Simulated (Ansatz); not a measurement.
Geometry relaxation of Ge (part 1 of 3)

System: Ge (slab, 16 atoms in the cell).
Method: DFT PBEsol, scalar-relativistic, plane waves, PAW, no spin polarisation (Ansatz 0.2.0).

The structure derives from a Materials Project entry. It belongs to a series of runs on one base structure; here: (1 0 1) slab, atoms relaxed. Figures and captions count atoms from 1; the log counts them from 0 in places.

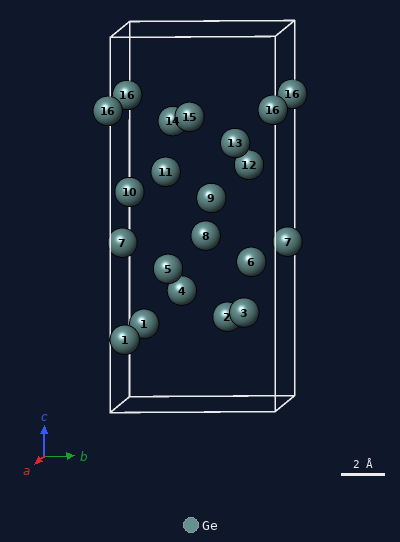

*The structure as given in the input (spheres-only view of the cell of the calculation, with the vacuum cut short, seen slightly off an axis; atoms are numbered from 1 in the order of the input). An atom can appear more than once, as a periodic image.*

**Results in brief**

- outcome: converged
- electrons treated: 224
- free energy: −68051.2652 eV
- work function, top face: 4.55 eV
- work function, bottom face: 4.55 eV
- Fermi energy: 1.477 eV
- gap on the k-point mesh: none (metallic)
- final volume: 769.78 Å³
- work function (upper face): 4.55 eV
- largest force (length of the vector) at the end: 0.020 eV/Å
- hardware: 2 threads of Intel Xeon @ 2.50GHz (Skylake/Cascade Lake), 32 GiB of memory available, shared host
- wall time: 18 min (CPU time 36 min)
- peak memory: 2.5 GiB

**Remarks**

Warnings of the run: the k-point mesh lowers the symmetry that the run can use; the exchange-correlation potential is rough where the density is thin.

**Input file**
```yaml
crystal:
  lattice:
    - [3.9969678639, 0.0, 0.0]
    - [-1.9984839319, 7.449419243, 0.0]
    - [0.0, 0.0, 25.8530105262]
  atoms:
    - { symbol: Ge, position: [0.0473066255, 0.094613251, 0.2901016109] }
    - { symbol: Ge, position: [0.315299332, 0.6305986641, 0.3098613491] }
    - { symbol: Ge, position: [0.9006131468, 0.8012262936, 0.3344633637] }
    - { symbol: Ge, position: [0.1686058534, 0.3372117067, 0.3542231019] }
    - { symbol: Ge, position: [0.6552628649, 0.3105257298, 0.40866004] }
    - { symbol: Ge, position: [0.9232555715, 0.8465111429, 0.4284197782] }
    - { symbol: Ge, position: [0.5085693862, 0.0171387724, 0.4530217928] }
    - { symbol: Ge, position: [0.7765620928, 0.5531241856, 0.4727815309] }
    - { symbol: Ge, position: [0.2632191043, 0.5264382086, 0.5272184691] }
    - { symbol: Ge, position: [0.5312118109, 0.0624236218, 0.5469782072] }
    - { symbol: Ge, position: [0.1165256256, 0.2330512513, 0.5715802218] }
    - { symbol: Ge, position: [0.3845183322, 0.7690366644, 0.59133996] }
    - { symbol: Ge, position: [0.8711753437, 0.7423506875, 0.6457768981] }
    - { symbol: Ge, position: [0.1391680503, 0.2783361006, 0.6655366363] }
    - { symbol: Ge, position: [0.7244818651, 0.4489637301, 0.6901386509] }
    - { symbol: Ge, position: [0.9924745716, 0.9849491433, 0.7098983891] }
basis:
  ecutwfc: 420
kpoints:
  mp_grid: { grid: [9, 5, 1] }
hamiltonian:
  xc: pbesol
scf:
  occupations: { method: gaussian, width: 0.1 }
output:
  forces: true
  eigenvalues: true
  write_density: true
  write_potential: true
  elf: true
  volumetric_format: npy
relax:
  adjacent_minimum: "off"
  f_tol: 0.02
  max_steps: 60
efield:
  axis: 3
  dipole_correction: true
  ramp_width: 0.04
```

Launched with:
```bash
ansatz run input.yaml --threads 2 --pin off --max-ram 5120MiB --backend cpu --events-out ev --progress --plain --runs-dir out
```

**The program's output**
```
Warning: crystal.symmetry: narrowed to the stabiliser of the k-point mesh — unitary ops 2 → 1; excluded 1 operation that carries a point of the 9×5×1 mesh (shift [0, 0, 0]) off the mesh (the run samples exactly the mesh kpoints.mp_grid names, as under crystal.symmetry.detect: false, and its converged state has the mesh's symmetry, not the crystal's; ε∞, the Born charges and the force constants of a linear response (`dielectric:` by the response, `phonons.method: dfpt`) are averaged over those of the crystal's operations that the state keeps within a tolerance, where `mesh_tensors`, `unaveraged_element` or `gamma_mean_max_change_ev_ang2` stands beside them; a row that `dielectric.field_direction` solves alone is averaged likewise, with nothing beside; a Γ-centred mesh of equal divisions is mapped onto itself by every operation and keeps the whole group, as does a half-shifted one under kpoints.further_shifts: images)
Engine: ansatz 0.2.0, x86_64-unknown-linux-gnu
Pseudopotentials: kind: paw
Pseudopotential: Ge, paw, valence charge 14, recommended cutoff 420 eV (normal), Ge.paw.azcp
Functional definition: PBEsol
  exchange = pbesol_x
  correlation = pbesol_c
Crystal: 16 atoms, lattice volume = 769.776 Å³
Basis set: ecut = 420 eV, 14989 PW (Γ), exchange–correlation on 54×108×360 points (8 copies of the dense FFT grid, shifted against one another)
Bands: 135, of which v1, the nominal top of the filled ones, is band 112 counted from 1 (111 counted from 0)
Symmetry: 1 space group operations
k-points: 23 of 45 (time reversal used)
Non-local potential: Ge, projectors of the file, l = 0: 2, l = 1: 2, l = 2: 3, l = 3: 1
PAW form: soft (Blöchl's): semilocal exchange-correlation on the pseudo side does not see the compensation charge
PAW frozen core: Ge, regenerated for the run's functional, and the local potential with it (the file was generated under x = pbe(κ = 0.804, μ = 0.2195149727645171), c = pbe(β = 0.06672455060314922))
PAW one-centre angular grid: Ge, 590 points (default); XC on 64 Gauss nodes
Initial density: superposition of atomic densities (neutral atoms: chi_scale 0, normalization atom), corrected by the library's trained network
Initial wavefunctions: pseudopotential atomic-orbital guess
Functional: x = pbesol(κ = 0.804, μ = 0.12345679012345678), c = pbesol(β = 0.046)
SCF iter   1: F=—  HF=-68050.665449 eV  |F-HF|=—  |Δ(HF+E_count)|=         —  Δρ=3.18e-3  dr2=2.02e-1  ethr=1.77e-3  p=0.000 e·Å  D=1.70e-12 V/Å  ΔV_dip=-0.00 eV  dr2_dipole=3.80e-8  V_vac-E_F(+/−)=4.85/4.85 eV  ⟨swp⟩=5.7  Hψ=11023  notcnv=0  defer=116
efield: sawtooth ramp at fractional position 0.9800 (placed from the atoms, in the widest stretch of the axis that holds none; the zero of the levels goes with the place), width 0.0400; the density the first Hamiltonian is built on has a dipole p = 0.000 e·Å; the dipole correction subtracts the counter field D = 1.70e-12 V/Å, which shifts the + side's vacuum level by -0.00 eV against the − side's; the planar-averaged density in the ramp window peaks in size at 3.1e-5 e/Å³
preconditioner: auto → LDOS  [metal: Δε(μ)=0.009 eV  Ē_g=21.961 eV  σ=0.100 eV  W_gap=0.05  n_scr=154 (ndim 8)  ℏωp=20.0 eV  f_vac=0.491  D(μ)=7.40/eV (n_scr^D=28)  β→1.0]
SCF iter   2: F=—  HF=-68050.634329 eV  |F-HF|=—  |Δ(HF+E_count)|=   3.11e-2  Δρ=1.25e-3  dr2=3.41e-2  ethr=9.00e-5  p=0.000 e·Å  D=4.80e-6 V/Å  ΔV_dip=-0.00 eV  dr2_dipole=1.93e-8  V_vac-E_F(+/−)=4.91/4.91 eV  ⟨swp⟩=3.0  Hψ=6309  notcnv=0  defer=312
SCF iter   3: F=—  HF=-68050.628407 eV  |F-HF|=—  |Δ(HF+E_count)|=   5.92e-3  Δρ=6.65e-4  dr2=6.77e-3  ethr=1.52e-5  p=0.000 e·Å  D=2.74e-6 V/Å  ΔV_dip=-0.00 eV  dr2_dipole=3.48e-9  V_vac-E_F(+/−)=4.89/4.89 eV  ⟨swp⟩=2.0  Hψ=5337  notcnv=0  defer=312
SCF iter   4: F=—  HF=-68050.626366 eV  |F-HF|=—  |Δ(HF+E_count)|=   2.04e-3  Δρ=2.09e-4  dr2=1.10e-3  ethr=3.02e-6  p=0.000 e·Å  D=1.29e-6 V/Å  ΔV_dip=-0.00 eV  dr2_dipole=6.03e-9  V_vac-E_F(+/−)=4.89/4.89 eV  ⟨swp⟩=2.0  Hψ=5330  notcnv=0  defer=312
SCF iter   5: F=—  HF=-68050.626292 eV  |F-HF|=—  |Δ(HF+E_count)|=   7.45e-5  Δρ=9.03e-5  dr2=2.61e-4  ethr=4.89e-7  p=0.000 e·Å  D=1.05e-6 V/Å  ΔV_dip=-0.00 eV  dr2_dipole=4.76e-9  V_vac-E_F(+/−)=4.89/4.89 eV  ⟨swp⟩=2.7  Hψ=5650  notcnv=0  defer=285
SCF iter   6: F=—  HF=-68050.626256 eV  |F-HF|=—  |Δ(HF+E_count)|=   3.65e-5  Δρ=2.32e-5  dr2=1.54e-5  ethr=1.17e-7  p=0.000 e·Å  D=2.59e-7 V/Å  ΔV_dip=-0.00 eV  dr2_dipole=2.79e-10  V_vac-E_F(+/−)=4.89/4.89 eV  ⟨swp⟩=3.0  Hψ=5729  notcnv=0  defer=274
SCF iter   7: F=-68050.626256 eV  HF=-68050.626256 eV  |F-HF|=4.09e-7  |Δ(HF+E_count)|=   8.53e-7  Δρ=7.46e-6  dr2=1.06e-6  ethr=4.46e-9  p=-0.000 e·Å  D=-8.67e-8 V/Å  ΔV_dip=0.00 eV  dr2_dipole=9.65e-11  V_vac-E_F(+/−)=4.88/4.88 eV  ⟨swp⟩=18.7  Hψ=26588  notcnv=0
SCF 1 converged in 7 iterations: F = -68050.626256 eV  dr2 = 1.06e-6
  Residual-converged pass: ⟨swp⟩=1.0  Hψ=3197  notcnv=0  max |occ|·‖R‖ = 7.0e-9 eV (tolerance 1.0e-8 eV)  dr2=1.06e-6  dr2_onsite=1.68e-7  max |Δocc| = 4.9e-11
  greatest PAW one-centre occupation: 0.998 electrons in one spin orbital (limit 2), on the Ge atom at site 15 (counted from 0), in its partial waves of l = 2
relax step   1: F+E_penalty+E_count = -68050.62625594 eV  Δ(F+E_penalty+E_count) = +0.000e0 eV  max|allowed force component| = 4.234e-1 eV/Å  Δτ_max = 0.0000 Å  (7 SCF iters, dr2 threshold 1.00e-5 eV, accepted)
Initial density: handed on by an earlier stage of this run
Initial wavefunctions: those handed on with the density
iter 1 solved again at ethr=1.56e-4 eV; its pass at ethr=3.10e-3 eV (dr2=3.48e-1 eV) is discarded
SCF iter   1: F=—  HF=-68050.958347 eV  |F-HF|=—  |Δ(HF+E_count)|=         —  Δρ=5.24e-3  dr2=3.48e-1  ethr=1.56e-4  p=-0.000 e·Å  D=-8.67e-8 V/Å  ΔV_dip=0.00 eV  dr2_dipole=4.46e-10  V_vac-E_F(+/−)=4.77/4.77 eV  ⟨swp⟩=1.0  Hψ=9629  notcnv=0  defer=248
efield: sawtooth ramp at fractional position 0.9800 (handed on by an earlier solve), width 0.0400; the density the first Hamiltonian is built on has a dipole p = -0.000 e·Å; the dipole correction subtracts the counter field D = -8.67e-8 V/Å, which shifts the + side's vacuum level by +0.00 eV against the − side's; the planar-averaged density in the ramp window peaks in size at 9.9e-6 e/Å³
preconditioner: auto → LDOS  [metal: Δε(μ)=0.007 eV  Ē_g=21.996 eV  σ=0.100 eV  W_gap=0.04  n_scr=154 (ndim 8)  ℏωp=20.0 eV  f_vac=0.489  D(μ)=6.57/eV (n_scr^D=24)  β→1.0]
SCF iter   2: F=—  HF=-68050.916614 eV  |F-HF|=—  |Δ(HF+E_count)|=   4.17e-2  Δρ=1.29e-3  dr2=3.35e-2  ethr=1.55e-4  p=0.000 e·Å  D=1.58e-6 V/Å  ΔV_dip=-0.00 eV  dr2_dipole=2.69e-7  V_vac-E_F(+/−)=4.77/4.77 eV  ⟨swp⟩=2.0  Hψ=3323  notcnv=0  defer=248
SCF iter   3: F=—  HF=-68050.913234 eV  |F-HF|=—  |Δ(HF+E_count)|=   3.38e-3  Δρ=7.38e-4  dr2=8.43e-3  ethr=1.50e-5  p=-0.000 e·Å  D=-4.10e-6 V/Å  ΔV_dip=0.00 eV  dr2_dipole=6.06e-8  V_vac-E_F(+/−)=4.77/4.77 eV  ⟨swp⟩=2.2  Hψ=5014  notcnv=0  defer=248
SCF iter   4: F=—  HF=-68050.911257 eV  |F-HF|=—  |Δ(HF+E_count)|=   1.98e-3  Δρ=3.09e-4  dr2=2.22e-3  ethr=3.76e-6  p=0.000 e·Å  D=1.54e-7 V/Å  ΔV_dip=-0.00 eV  dr2_dipole=7.24e-9  V_vac-E_F(+/−)=4.76/4.76 eV  ⟨swp⟩=2.0  Hψ=5187  notcnv=0  defer=344
SCF iter   5: F=—  HF=-68050.910773 eV  |F-HF|=—  |Δ(HF+E_count)|=   4.84e-4  Δρ=8.13e-5  dr2=1.44e-4  ethr=9.91e-7  p=0.000 e·Å  D=6.74e-7 V/Å  ΔV_dip=-0.00 eV  dr2_dipole=4.30e-13  V_vac-E_F(+/−)=4.76/4.76 eV  ⟨swp⟩=2.0  Hψ=4958  notcnv=0  defer=344
SCF iter   6: F=—  HF=-68050.910758 eV  |F-HF|=—  |Δ(HF+E_count)|=   1.47e-5  Δρ=2.40e-5  dr2=1.47e-5  ethr=6.42e-8  p=0.000 e·Å  D=2.70e-7 V/Å  ΔV_dip=-0.00 eV  dr2_dipole=1.32e-11  V_vac-E_F(+/−)=4.76/4.76 eV  ⟨swp⟩=2.0  Hψ=4925  notcnv=0  defer=344
SCF iter   7: F=-68050.910761 eV  HF=-68050.910761 eV  |F-HF|=4.78e-7  |Δ(HF+E_count)|=   3.19e-6  Δρ=7.87e-6  dr2=1.34e-6  ethr=5.00e-9  p=0.000 e·Å  D=1.62e-7 V/Å  ΔV_dip=-0.00 eV  dr2_dipole=4.22e-11  V_vac-E_F(+/−)=4.76/4.76 eV  ⟨swp⟩=18.5  Hψ=25387  notcnv=0
SCF 2 converged in 7 iterations: F = -68050.910761 eV  dr2 = 1.34e-6
[... from here on the iterations of each SCF are left out, up to the last one ...]
relax step   2: F+E_penalty+E_count = -68050.91076072 eV  Δ(F+E_penalty+E_count) = -2.845e-1 eV  max|allowed force component| = 4.613e-1 eV/Å  Δτ_max = 0.1914 Å  (7 SCF iters, dr2 threshold 1.12e-5 eV, accepted)
efield: sawtooth ramp at fractional position 0.9800 (handed on by an earlier solve), width 0.0400; the density the first Hamiltonian is built on has a dipole p = 0.000 e·Å; the dipole correction subtracts the counter field D = 1.62e-7 V/Å, which shifts the + side's vacuum level by -0.00 eV against the − side's; the planar-averaged density in the ramp window peaks in size at 8.5e-7 e/Å³
preconditioner: auto → LDOS  [metal: Δε(μ)=0.007 eV  Ē_g=21.988 eV  σ=0.100 eV  W_gap=0.04  n_scr=154 (ndim 8)  ℏωp=20.0 eV  f_vac=0.489  D(μ)=5.49/eV (n_scr^D=22)  β→1.0]
SCF 3 converged in 6 iterations: F = -68051.125092 eV  dr2 = 3.38e-6
relax step   3: F+E_penalty+E_count = -68051.12509249 eV  Δ(F+E_penalty+E_count) = -2.143e-1 eV  max|allowed force component| = 3.555e-1 eV/Å  Δτ_max = 0.1901 Å  (6 SCF iters, dr2 threshold 1.33e-5 eV, accepted)
efield: sawtooth ramp at fractional position 0.9800 (handed on by an earlier solve), width 0.0400; the density the first Hamiltonian is built on has a dipole p = 0.000 e·Å; the dipole correction subtracts the counter field D = 2.72e-7 V/Å, which shifts the + side's vacuum level by -0.00 eV against the − side's; the planar-averaged density in the ramp window peaks in size at 7.4e-7 e/Å³
preconditioner: auto → LDOS  [metal: Δε(μ)=0.049 eV  Ē_g=21.990 eV  σ=0.100 eV  W_gap=0.26  n_scr=154 (ndim 8)  ℏωp=20.0 eV  f_vac=0.492  D(μ)=4.44/eV (n_scr^D=18)  β→1.0]
SCF 4 converged in 5 iterations: F = -68051.237177 eV  dr2 = 1.99e-5
relax step   4: F+E_penalty+E_count = -68051.23717651 eV  Δ(F+E_penalty+E_count) = -1.121e-1 eV  max|allowed force component| = 2.216e-1 eV/Å  Δτ_max = 0.1950 Å  (5 SCF iters, dr2 threshold 7.50e-5 eV, accepted)
efield: sawtooth ramp at fractional position 0.9800 (handed on by an earlier solve), width 0.0400; the density the first Hamiltonian is built on has a dipole p = 0.000 e·Å; the dipole correction subtracts the counter field D = 1.38e-7 V/Å, which shifts the + side's vacuum level by -0.00 eV against the − side's; the planar-averaged density in the ramp window peaks in size at 1.1e-5 e/Å³
preconditioner: auto → LDOS  [metal: Δε(μ)=0.068 eV  Ē_g=22.009 eV  σ=0.100 eV  W_gap=0.37  n_scr=154 (ndim 8)  ℏωp=20.0 eV  f_vac=0.495  D(μ)=3.80/eV (n_scr^D=12)  β→1.0]
SCF 5 converged in 5 iterations: F = -68051.217653 eV  dr2 = 1.77e-5
relax step   5: F+E_penalty+E_count = -68051.21765263 eV  Δ(F+E_penalty+E_count) = +1.952e-2 eV  max|allowed force component| = 1.870e-1 eV/Å  Δτ_max = 0.2000 Å  (5 SCF iters, dr2 threshold 1.91e-5 eV, rejected (line search))
efield: sawtooth ramp at fractional position 0.9800 (handed on by an earlier solve), width 0.0400; the density the first Hamiltonian is built on has a dipole p = 0.000 e·Å; the dipole correction subtracts the counter field D = 9.61e-7 V/Å, which shifts the + side's vacuum level by -0.00 eV against the − side's; the planar-averaged density in the ramp window peaks in size at 5.2e-6 e/Å³
preconditioner: auto → LDOS  [metal: Δε(μ)=0.037 eV  Ē_g=21.993 eV  σ=0.100 eV  W_gap=0.20  n_scr=154 (ndim 8)  ℏωp=20.0 eV  f_vac=0.492  D(μ)=4.79/eV (n_scr^D=18)  β→1.0]
SCF 6 converged in 8 iterations: F = -68051.263325 eV  dr2 = 2.34e-8
relax step   6: F+E_penalty+E_count = -68051.26332452 eV  Δ(F+E_penalty+E_count) = -2.615e-2 eV  max|allowed force component| = 4.461e-2 eV/Å  Δτ_max = 0.0968 Å  (8 SCF iters, accepted)
SCF iter   1: F=—  HF=-68051.265996 eV  |F-HF|=—  |Δ(HF+E_count)|=         —  Δρ=7.41e-4  dr2=4.73e-3  ethr=1.60e-5  p=-0.000 e·Å  D=-1.09e-7 V/Å  ΔV_dip=0.00 eV  dr2_dipole=1.65e-10  V_vac-E_F(+/−)=4.54/4.54 eV  ⟨swp⟩=2.2  Hψ=4689  notcnv=0  defer=353
efield: sawtooth ramp at fractional position 0.9800 (handed on by an earlier solve), width 0.0400; the density the first Hamiltonian is built on has a dipole p = -0.000 e·Å; the dipole correction subtracts the counter field D = -1.09e-7 V/Å, which shifts the + side's vacuum level by +0.00 eV against the − side's; the planar-averaged density in the ramp window peaks in size at 1.4e-6 e/Å³
preconditioner: auto → LDOS  [metal: Δε(μ)=0.027 eV  Ē_g=21.994 eV  σ=0.100 eV  W_gap=0.15  n_scr=154 (ndim 8)  ℏωp=20.0 eV  f_vac=0.493  D(μ)=4.63/eV (n_scr^D=18)  β→1.0]
SCF iter   2: F=—  HF=-68051.265787 eV  |F-HF|=—  |Δ(HF+E_count)|=   2.10e-4  Δρ=3.55e-4  dr2=2.90e-3  ethr=2.11e-6  p=0.000 e·Å  D=4.63e-7 V/Å  ΔV_dip=-0.00 eV  dr2_dipole=8.19e-10  V_vac-E_F(+/−)=4.54/4.54 eV  ⟨swp⟩=2.0  Hψ=6176  notcnv=0  defer=353
SCF iter   3: F=—  HF=-68051.265261 eV  |F-HF|=—  |Δ(HF+E_count)|=   5.26e-4  Δρ=5.71e-5  dr2=6.08e-5  ethr=1.29e-6  p=0.000 e·Å  D=4.13e-7 V/Å  ΔV_dip=-0.00 eV  dr2_dipole=1.11e-11  V_vac-E_F(+/−)=4.54/4.54 eV  ⟨swp⟩=2.0  Hψ=5340  notcnv=0  defer=353
SCF iter   4: F=—  HF=-68051.265165 eV  |F-HF|=—  |Δ(HF+E_count)|=   9.55e-5  Δρ=1.76e-5  dr2=5.80e-6  ethr=2.71e-8  p=-0.000 e·Å  D=-3.25e-7 V/Å  ΔV_dip=0.00 eV  dr2_dipole=1.16e-11  V_vac-E_F(+/−)=4.54/4.54 eV  ⟨swp⟩=2.0  Hψ=5341  notcnv=0  defer=353
SCF iter   5: F=—  HF=-68051.265165 eV  |F-HF|=—  |Δ(HF+E_count)|=   6.37e-8  Δρ=5.51e-6  dr2=4.22e-7  ethr=2.59e-9  p=0.000 e·Å  D=1.15e-7 V/Å  ΔV_dip=-0.00 eV  dr2_dipole=1.24e-12  V_vac-E_F(+/−)=4.55/4.55 eV  ⟨swp⟩=2.1  Hψ=5343  notcnv=0  defer=353
SCF iter   6: F=—  HF=-68051.265166 eV  |F-HF|=—  |Δ(HF+E_count)|=   5.06e-7  Δρ=2.33e-6  dr2=1.10e-7  ethr=4.46e-11  p=-0.000 e·Å  D=-3.28e-8 V/Å  ΔV_dip=0.00 eV  dr2_dipole=1.23e-12  V_vac-E_F(+/−)=4.55/4.55 eV  ⟨swp⟩=16.2  Hψ=23870  notcnv=0
SCF iter   7: F=-68051.265166 eV  HF=-68051.265166 eV  |F-HF|=5.68e-9  |Δ(HF+E_count)|=   3.49e-8  Δρ=6.12e-7  dr2=7.27e-9  ethr=4.46e-11  p=0.000 e·Å  D=3.04e-8 V/Å  ΔV_dip=-0.00 eV  dr2_dipole=3.26e-14  V_vac-E_F(+/−)=4.55/4.55 eV  ⟨swp⟩=10.7  Hψ=18975  notcnv=0
SCF 7 converged in 7 iterations: F = -68051.265166 eV  dr2 = 7.27e-9
relax step   7: F+E_penalty+E_count = -68051.26516584 eV  Δ(F+E_penalty+E_count) = -1.841e-3 eV  max|allowed force component| = 1.952e-2 eV/Å  Δτ_max = 0.0391 Å  (7 SCF iters, accepted)
```
